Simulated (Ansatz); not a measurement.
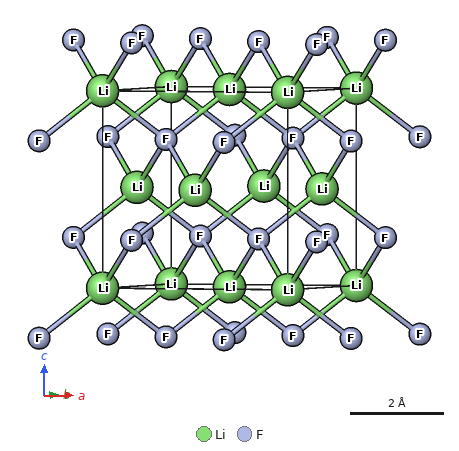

The starting point is crystalline LiF (built on the zincblende type) at its r2SCAN-relaxed geometry. Style: ball-and-stick. Shown: the conventional cell (4 times the calculation's cell), from a free direction. Lengths and directions refer to the drawn axes.

Computed with DFT, PBE, plane waves, PAW (Ansatz 0.2.0). Settings: plane-wave cutoff 420 eV; k-point mesh 10 × 10 × 10; occupations fermi dirac; smearing width 0.02 eV; no spin polarisation.

The variant: All lengths are scaled by −1.5 % (volume −4.4 %). The atoms were relaxed with r2SCAN under that strain, and this is a single point on that geometry.

### Predict the response.

Near-neighbour distances before and after: F–Li 1.857 → 1.829 Å. The space group stays F-43m (No. 216). The energy rises by 12.3 meV per atom. Pressure: 3.0 GPa before, 6.1 GPa after. All forces vanish by symmetry.

The changed structure in the same view:

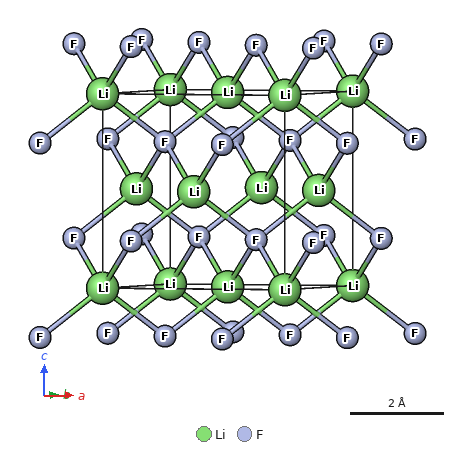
